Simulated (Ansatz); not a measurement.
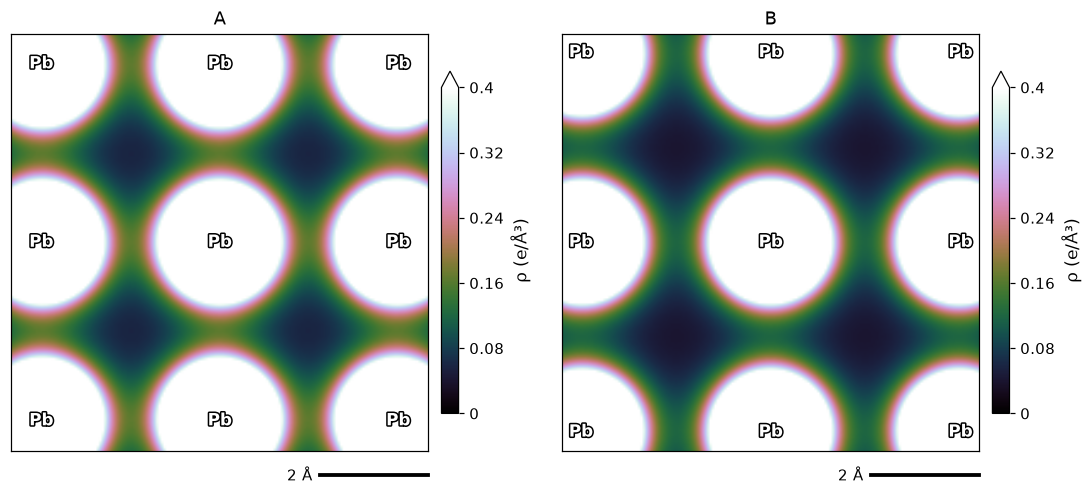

Pb. The valence pseudo-density of two cells that differ in size, on the (110) plane of each (indices in the axes of the calculation cell), at one length scale and on one colour scale: B has 30.5 Å³ an atom and A 25.3.

All numbers below come from DFT, r2SCAN, PAW with Ansatz's default frozen-core files, scalar-relativistic; relaxation of cell and atoms (Ansatz 0.2.0).

The density is the valence pseudo-density of a PAW calculation; it isn't the true density close to the nuclei.

### What changes from the larger cell to the smaller?

From the larger cell to the smaller, Pb–Pb goes from 3.51 to 3.30 Å, and the density at its midpoint from 0.12 to 0.17 e/Å³; the pressure goes from 1.0 to 15 GPa.
